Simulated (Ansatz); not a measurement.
**Geometry relaxation, with input and output: HfSi$_{31}$ (part 3 of 3)**

The same run, continued: HfSi$_{31}$ (defect cell, 32 atoms in the cell); DFT PBE, scalar-relativistic, plane waves, PAW, spin-polarised (Ansatz 0.2.0); cutoff 420 eV, 3×3×1 k-mesh, Gaussian smearing of 0.05 eV, collinear spins. The structure derives from an entry of the Crystallography Open Database.

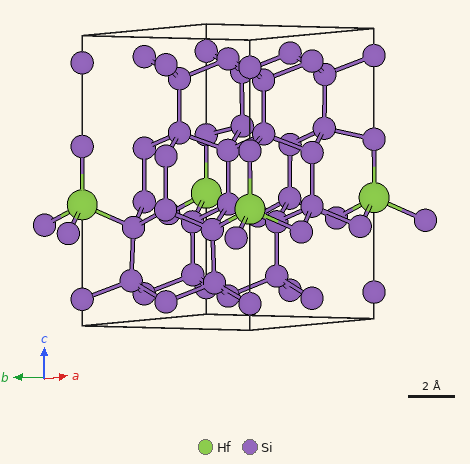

Figure 1. The geometry at step 5 of the log (ball-and-stick view of the cell of the calculation, seen at an oblique angle; bonded neighbours outside the cell are drawn too).

Trajectory as extended XYZ (Å, eV, eV/Å), 7 of the 10 frames kept, from step=1 to step=10:
```
32
Lattice="7.5896 0.0000 0.0000 -3.7948 6.5728 0.0000 0.0000 0.0000 12.7099" Properties=species:S:1:pos:R:3:forces:R:3 step=1 energy=-35426.48566
Hf    0.0199   -0.0219    5.1395    1.2795   0.1530   1.3321
Si   -1.8974    3.2864    5.1628   -0.1286  -0.3394   0.6118
Si    3.7948    0.0000    5.1628   -0.0181  -0.0275   0.4522
Si    1.8974    3.2864    5.1628   -0.0151  -0.2762   0.5426
Si    0.0000    0.0000   11.5177    0.0001  -0.0007   0.4250
Si   -1.8974    3.2864   11.5177   -0.0167  -0.0192   0.3158
Si    3.7948    0.0000   11.5177    0.0144   0.0217   0.3044
Si    1.8974    3.2864   11.5177    0.0198  -0.0032   0.2966
Si    0.0000    0.0000    1.1922   -0.0340   0.0102  -0.4195
Si   -1.8974    3.2864    1.1922    0.0216   0.0106  -0.3401
Si    3.7948    0.0000    1.1922    0.0066  -0.0230  -0.2858
Si    1.8974    3.2864    1.1922   -0.0258   0.0208  -0.2750
Si    0.0062    0.0002    7.5385   -0.1069   0.0302   2.6742
Si   -1.8974    3.2864    7.5471   -0.0250   0.0051  -0.3688
Si    3.7948    0.0000    7.5471   -0.0253   0.0287  -0.3770
Si    1.8974    3.2864    7.5471    0.0238  -0.0258  -0.3738
Si   -0.0118    2.1780    4.3923    0.0901   3.5053  -1.7152
Si   -1.8673    5.4229    4.3469    2.6309  -1.0779  -1.3593
Si    3.7948    2.1909    4.3684   -0.0086  -0.0177  -0.1993
Si    1.9315    5.4725    4.4294   -3.8703  -1.9170  -2.1717
Si    1.8974    1.0955   10.7233    0.0648   0.0372  -0.1335
Si    0.0000    4.3819   10.7233    0.0017  -0.0021  -0.1310
Si    5.6922    1.0955   10.7233   -0.0638   0.0343  -0.1241
Si    3.7948    4.3819   10.7233   -0.0029  -0.0760  -0.1290
Si    0.0000    2.1909    1.9866   -0.0045   0.0316   0.2450
Si   -1.8974    5.4773    1.9866    0.0662  -0.0636  -0.0191
Si    3.7948    2.1909    1.9866    0.0108   0.0040   0.1331
Si    1.8974    5.4773    1.9866    0.0197  -0.0117   0.4109
Si    1.8974    1.0955    8.3415    0.1048   0.0509   0.2182
Si    0.0000    4.3819    8.3415    0.0076   0.0037   0.1276
Si    5.6922    1.0955    8.3415   -0.0193   0.0033   0.1482
Si    3.7948    4.3819    8.3415    0.0023  -0.0695   0.1846
32
Lattice="7.5896 0.0000 0.0000 -3.7948 6.5728 0.0000 0.0000 0.0000 12.7099" Properties=species:S:1:pos:R:3:forces:R:3 step=3 energy=-35428.09133
Hf    0.0244   -0.0124    5.3116    0.0058  -0.0059   0.0062
Si   -1.9129    3.2696    5.1844    0.0181   0.0163  -0.0357
Si    3.7929    0.0109    5.1796   -0.0014  -0.0216  -0.0083
Si    1.9042    3.2706    5.1790   -0.0104   0.0104  -0.0010
Si    0.0011   -0.0017   11.5256   -0.0041  -0.0016  -0.0721
Si   -1.8940    3.2841   11.5279    0.0316   0.0189  -0.0029
Si    3.7996   -0.0037   11.5332   -0.0008  -0.0391  -0.0060
Si    1.8975    3.2874   11.5354   -0.0331   0.0187  -0.0086
Si   -0.0023    0.0006    1.1568    0.0187  -0.0042   0.0752
Si   -1.8980    3.2825    1.1307   -0.0128   0.0009   0.0919
Si    3.8021    0.0017    1.1360   -0.0129   0.0116   0.0852
Si    1.9014    3.2885    1.1386    0.0131  -0.0137   0.0865
Si    0.0042    0.0004    7.8791    0.0120   0.0007  -0.1372
Si   -1.8936    3.2867    7.5440    0.0101   0.0076  -0.0842
Si    3.7951   -0.0047    7.5403   -0.0083  -0.0095  -0.0746
Si    1.8968    3.2850    7.5411   -0.0089  -0.0029  -0.0835
Si   -0.0056    2.3009    4.2432   -0.0044   0.0242   0.0695
Si   -1.7771    5.3983    4.2310   -0.0003  -0.0040   0.0751
Si    3.7912    2.1862    4.3220    0.0043   0.0071   0.1332
Si    1.7986    5.4153    4.2570   -0.0133  -0.0076   0.0667
Si    1.9224    1.1072   10.7656   -0.0751  -0.0453  -0.0262
Si    0.0026    4.3805   10.7262   -0.0059  -0.0007  -0.0856
Si    5.6724    1.1053   10.7549    0.0806  -0.0425  -0.0329
Si    3.7956    4.3548   10.7591    0.0050   0.0885  -0.0305
Si    0.0024    2.2094    1.9129   -0.0110  -0.0292   0.0637
Si   -1.8790    5.4682    1.9030   -0.0272   0.0024   0.0750
Si    3.7957    2.1903    1.9481    0.0104   0.0042   0.0693
Si    1.8849    5.4684    1.9263    0.0287   0.0169   0.0514
Si    1.9410    1.1177    8.4196    0.0481   0.0300  -0.0788
Si    0.0026    4.3804    8.3568    0.0047   0.0000  -0.0502
Si    5.6542    1.1158    8.4087   -0.0549   0.0270  -0.0607
Si    3.7958    4.3355    8.4124   -0.0062  -0.0573  -0.0702
32
Lattice="7.5896 0.0000 0.0000 -3.7948 6.5728 0.0000 0.0000 0.0000 12.7099" Properties=species:S:1:pos:R:3:forces:R:3 step=4 energy=-35428.10571
Hf    0.0066   -0.0028    5.3014   -0.0006   0.0019   0.0085
Si   -1.9079    3.2783    5.1803    0.0059   0.0010  -0.0053
Si    3.7964    0.0087    5.1802    0.0006  -0.0078  -0.0049
Si    1.9075    3.2755    5.1809   -0.0071   0.0024  -0.0049
Si    0.0020   -0.0025   11.5214   -0.0026  -0.0005  -0.0127
Si   -1.8931    3.2848   11.5346    0.0065   0.0013  -0.0159
Si    3.7980   -0.0052   11.5356    0.0024  -0.0081  -0.0175
Si    1.8978    3.2853   11.5355   -0.0076   0.0049  -0.0157
Si    0.0028   -0.0027    1.1634    0.0055  -0.0007   0.0055
Si   -1.8982    3.2807    1.1478   -0.0008  -0.0017   0.0152
Si    3.7999    0.0013    1.1486   -0.0014   0.0019   0.0189
Si    1.9043    3.2828    1.1486    0.0051  -0.0057   0.0194
Si    0.0025   -0.0027    7.8575    0.0011   0.0002   0.0093
Si   -1.8908    3.2867    7.5287   -0.0004   0.0005   0.0098
Si    3.7961   -0.0088    7.5287    0.0007   0.0030   0.0076
Si    1.8944    3.2853    7.5297    0.0030   0.0002   0.0055
Si   -0.0011    2.3148    4.2535    0.0010   0.0109   0.0004
Si   -1.7839    5.4097    4.2511    0.0113  -0.0024  -0.0017
Si    3.7952    2.1877    4.3457    0.0017   0.0001  -0.0017
Si    1.7916    5.4108    4.2582   -0.0108  -0.0053  -0.0020
Si    1.9188    1.1034   10.7511   -0.0049  -0.0028  -0.0022
Si    0.0023    4.3792   10.7181   -0.0010  -0.0004  -0.0017
Si    5.6758    1.1036   10.7477    0.0063  -0.0015  -0.0037
Si    3.7970    4.3578   10.7492    0.0015   0.0057  -0.0041
Si    0.0037    2.2041    1.9273   -0.0039  -0.0010  -0.0067
Si   -1.8796    5.4665    1.9254   -0.0055   0.0015  -0.0070
Si    3.7975    2.1880    1.9721   -0.0015   0.0023   0.0000
Si    1.8881    5.4668    1.9315   -0.0015   0.0030  -0.0097
Si    1.9417    1.1164    8.3983    0.0133   0.0083   0.0011
Si    0.0022    4.3789    8.3471   -0.0023  -0.0023   0.0062
Si    5.6520    1.1167    8.3944   -0.0135   0.0088   0.0077
Si    3.7965    4.3307    8.3962   -0.0002  -0.0178   0.0023
32
Lattice="7.5896 0.0000 0.0000 -3.7948 6.5728 0.0000 0.0000 0.0000 12.7099" Properties=species:S:1:pos:R:3:forces:R:3 step=5 energy=-35428.10589
Hf    0.0066   -0.0028    5.3014   -0.0008   0.0023   0.0078
Si   -1.9161    3.2924    5.1803    0.0059   0.0012  -0.0054
Si    3.8126    0.0087    5.1802    0.0006  -0.0079  -0.0049
Si    1.8993    3.2614    5.1809   -0.0071   0.0027  -0.0050
Si    0.0020   -0.0025   11.5214   -0.0026  -0.0004  -0.0128
Si   -1.8940    3.2863   11.5346    0.0068   0.0007  -0.0159
Si    3.7998   -0.0052   11.5356    0.0018  -0.0081  -0.0175
Si    1.8969    3.2838   11.5355   -0.0073   0.0054  -0.0157
Si    0.0028   -0.0027    1.1634    0.0055  -0.0007   0.0056
Si   -1.8987    3.2815    1.1478   -0.0007  -0.0018   0.0152
Si    3.8008    0.0013    1.1486   -0.0016   0.0019   0.0189
Si    1.9039    3.2821    1.1486    0.0052  -0.0055   0.0194
Si    0.0025   -0.0027    7.8575    0.0011   0.0002   0.0092
Si   -1.8922    3.2892    7.5287    0.0004  -0.0007   0.0095
Si    3.7990   -0.0088    7.5287   -0.0007   0.0030   0.0073
Si    1.8930    3.2828    7.5297    0.0036   0.0014   0.0052
Si   -0.0168    2.3148    4.2535   -0.0058   0.0103   0.0003
Si   -1.7761    5.4233    4.2511    0.0148   0.0033  -0.0017
Si    3.7952    2.1877    4.3457    0.0017   0.0000  -0.0013
Si    1.7995    5.3971    4.2582   -0.0074  -0.0112  -0.0020
Si    1.9197    1.1018   10.7511   -0.0043  -0.0038  -0.0022
Si    0.0023    4.3792   10.7181   -0.0010  -0.0004  -0.0017
Si    5.6767    1.1052   10.7477    0.0069  -0.0004  -0.0037
Si    3.7951    4.3578   10.7492    0.0003   0.0058  -0.0041
Si    0.0025    2.2041    1.9273   -0.0005  -0.0010  -0.0060
Si   -1.8791    5.4675    1.9254   -0.0073  -0.0014  -0.0067
Si    3.7975    2.1880    1.9721   -0.0015   0.0023   0.0001
Si    1.8887    5.4659    1.9315   -0.0031   0.0059  -0.0092
Si    1.9429    1.1144    8.3983    0.0144   0.0065   0.0011
Si    0.0022    4.3789    8.3471   -0.0023  -0.0023   0.0062
Si    5.6531    1.1187    8.3944   -0.0125   0.0107   0.0077
Si    3.7942    4.3307    8.3962   -0.0022  -0.0179   0.0022
32
Lattice="7.5896 0.0000 0.0000 -3.7948 6.5728 0.0000 0.0000 0.0000 12.7099" Properties=species:S:1:pos:R:3:forces:R:3 step=7 energy=-35428.10679
Hf    0.0053   -0.0024    5.3039   -0.0009  -0.0002   0.0007
Si   -1.9250    3.3113    5.1800   -0.0020   0.0051  -0.0002
Si    3.8345    0.0078    5.1799    0.0061  -0.0009  -0.0002
Si    1.8887    3.2442    5.1798   -0.0036  -0.0041  -0.0002
Si    0.0022   -0.0029   11.5190   -0.0001  -0.0001   0.0002
Si   -1.8949    3.2878   11.5343    0.0002   0.0002  -0.0005
Si    3.8017   -0.0057   11.5350    0.0001  -0.0003  -0.0005
Si    1.8955    3.2819   11.5353   -0.0002   0.0000  -0.0003
Si    0.0026   -0.0029    1.1619    0.0003   0.0001  -0.0009
Si   -1.8993    3.2812    1.1489    0.0002  -0.0010  -0.0001
Si    3.7991    0.0017    1.1497   -0.0011   0.0004  -0.0001
Si    1.9039    3.2813    1.1500    0.0009   0.0004   0.0000
Si    0.0029   -0.0027    7.8605   -0.0003  -0.0002   0.0015
Si   -1.8932    3.2928    7.5287   -0.0003  -0.0005   0.0011
Si    3.8036   -0.0091    7.5287   -0.0001   0.0004   0.0010
Si    1.8909    3.2802    7.5288    0.0004   0.0002   0.0008
Si   -0.0369    2.3145    4.2533   -0.0092  -0.0001   0.0001
Si   -1.7663    5.4426    4.2518    0.0054   0.0093   0.0007
Si    3.7961    2.1878    4.3473    0.0001  -0.0001   0.0001
Si    1.8101    5.3795    4.2563    0.0053  -0.0090  -0.0013
Si    1.9210    1.0998   10.7499    0.0008  -0.0012  -0.0002
Si    0.0023    4.3789   10.7185    0.0001   0.0001   0.0002
Si    5.6780    1.1070   10.7476    0.0009   0.0011   0.0004
Si    3.7928    4.3573   10.7483   -0.0014   0.0001   0.0000
Si    0.0018    2.2034    1.9270    0.0025   0.0001  -0.0006
Si   -1.8806    5.4674    1.9258   -0.0020  -0.0026  -0.0005
Si    3.7972    2.1879    1.9738    0.0001   0.0001   0.0004
Si    1.8880    5.4662    1.9295   -0.0022   0.0025  -0.0009
Si    1.9462    1.1127    8.3974    0.0006  -0.0001  -0.0010
Si    0.0025    4.3789    8.3483   -0.0003  -0.0002   0.0008
Si    5.6541    1.1225    8.3951    0.0002   0.0007   0.0000
Si    3.7912    4.3289    8.3958   -0.0004  -0.0004  -0.0004
32
Lattice="7.5896 0.0000 0.0000 -3.7948 6.5728 0.0000 0.0000 0.0000 12.7099" Properties=species:S:1:pos:R:3:forces:R:3 step=9 energy=-35428.11853
Hf   -0.0158   -0.0007    5.2960    0.0331  -0.0253   0.0200
Si   -1.9883    3.4446    5.1768   -0.0244   0.0468   0.0144
Si    3.9944    0.0078    5.1781    0.0233  -0.0069   0.0104
Si    1.8173    3.1220    5.1781   -0.0161  -0.0513   0.0151
Si    0.0057   -0.0035   11.5118   -0.0140  -0.0092   0.0298
Si   -1.9057    3.3006   11.5410    0.0008   0.0250  -0.0011
Si    3.8145   -0.0006   11.5359    0.0294  -0.0180   0.0165
Si    1.8913    3.2595   11.5381   -0.0156   0.0081   0.0090
Si   -0.0001   -0.0052    1.1601    0.0070   0.0113  -0.0421
Si   -1.8992    3.2813    1.1578   -0.0141  -0.0263  -0.0221
Si    3.7900    0.0000    1.1537   -0.0458   0.0368  -0.0414
Si    1.9022    3.2770    1.1551    0.0257   0.0010  -0.0478
Si    0.0027   -0.0054    7.8536   -0.0020  -0.0028   0.0058
Si   -1.9006    3.3174    7.5257   -0.0218   0.0320  -0.0101
Si    3.8355   -0.0138    7.5264    0.0563  -0.0069  -0.0139
Si    1.8742    3.2630    7.5254   -0.0337  -0.0361  -0.0048
Si   -0.1773    2.3136    4.2558   -0.0015   0.0488  -0.0362
Si   -1.6967    5.5862    4.2666    0.0007  -0.0248  -0.0521
Si    3.8017    2.1916    4.3544    0.0081  -0.0017   0.0244
Si    1.8836    5.2464    4.2410   -0.0325   0.0030  -0.0377
Si    1.9316    1.0825   10.7331   -0.0268  -0.0078   0.0200
Si    0.0046    4.3777   10.7365   -0.0131   0.0038  -0.0225
Si    5.6878    1.1244   10.7472    0.0094  -0.0235   0.0097
Si    3.7725    4.3536   10.7444    0.0268   0.0255   0.0127
Si    0.0010    2.1999    1.9315   -0.0281  -0.0142   0.0381
Si   -1.8882    5.4663    1.9371    0.0197   0.0300   0.0756
Si    3.7965    2.1865    1.9792    0.0097  -0.0031   0.0394
Si    1.8806    5.4658    1.9189    0.0389  -0.0255   0.0538
Si    1.9624    1.0900    8.3796   -0.0349   0.0503   0.0059
Si    0.0017    4.3794    8.3676    0.0118  -0.0014  -0.0747
Si    5.6694    1.1468    8.3933   -0.0299  -0.0410  -0.0003
Si    3.7665    4.3255    8.3904    0.0535   0.0036   0.0060
32
Lattice="7.5896 0.0000 0.0000 -3.7948 6.5728 0.0000 0.0000 0.0000 12.7099" Properties=species:S:1:pos:R:3:forces:R:3 step=10 energy=-35428.12521
Hf    0.0001   -0.0035    5.2869    0.0011  -0.0006  -0.0040
Si   -2.0168    3.4840    5.1789   -0.0186   0.0087  -0.0013
Si    4.0337    0.0038    5.1785    0.0161   0.0114  -0.0001
Si    1.7894    3.0772    5.1787    0.0011  -0.0201  -0.0013
Si    0.0026   -0.0032   11.5203   -0.0003  -0.0004  -0.0041
Si   -1.9069    3.3058   11.5371    0.0022   0.0032  -0.0018
Si    3.8217   -0.0032   11.5360    0.0015  -0.0042  -0.0014
Si    1.8859    3.2615   11.5361   -0.0034  -0.0002  -0.0012
Si    0.0022   -0.0033    1.1657    0.0009   0.0005   0.0035
Si   -1.8998    3.2821    1.1544   -0.0070  -0.0063   0.0029
Si    3.7970    0.0022    1.1532   -0.0029   0.0100   0.0032
Si    1.9029    3.2792    1.1532    0.0108  -0.0029   0.0034
Si    0.0023   -0.0031    7.8456    0.0004   0.0001   0.0036
Si   -1.9073    3.3235    7.5237   -0.0057  -0.0004   0.0004
Si    3.8394   -0.0120    7.5233    0.0012   0.0066   0.0011
Si    1.8721    3.2529    7.5233    0.0029  -0.0048   0.0017
Si   -0.2285    2.3153    4.2556    0.0001   0.0104  -0.0009
Si   -1.6688    5.6134    4.2566    0.0079  -0.0060  -0.0031
Si    3.7985    2.1883    4.3593   -0.0006  -0.0002   0.0083
Si    1.9054    5.2088    4.2521   -0.0085  -0.0038   0.0008
Si    1.9311    1.0787   10.7434    0.0013  -0.0014   0.0055
Si    0.0021    4.3792   10.7233    0.0005   0.0009   0.0005
Si    5.6907    1.1271   10.7459   -0.0003   0.0000   0.0050
Si    3.7690    4.3576   10.7455    0.0002   0.0020   0.0046
Si   -0.0009    2.2027    1.9364   -0.0037   0.0009  -0.0017
Si   -1.8808    5.4693    1.9373    0.0027   0.0036   0.0000
Si    3.7971    2.1880    1.9839   -0.0012   0.0003  -0.0046
Si    1.8870    5.4640    1.9337    0.0022  -0.0052  -0.0001
Si    1.9606    1.0874    8.3883    0.0069   0.0030  -0.0023
Si    0.0028    4.3789    8.3523   -0.0002  -0.0002  -0.0091
Si    5.6693    1.1477    8.3909   -0.0072   0.0031  -0.0045
Si    3.7631    4.3292    8.3904   -0.0003  -0.0080  -0.0031
```

Summary:

| quantity | value |
| --- | --- |
| outcome | converged |
| electrons treated | 150 |
| free energy | −35428.1252 eV |
| Fermi energy | 7.019 eV |
| net moment of the cell | 0.00 μB |
| integrated absolute moment | 0.00 μB |
| final volume | 634.03 Å³ |
| largest force (length of the vector) at the end | 0.021 eV/Å |
| wall time | 3.6 min (CPU time 14 min) |
| peak memory | 1.8 GiB |

Notes:

Warnings of the run: some starting moments were not kept. Spin–orbit coupling is left out, which matters for Hf. The k-point mesh is coarse for a cell of this size, so the results may not be converged.
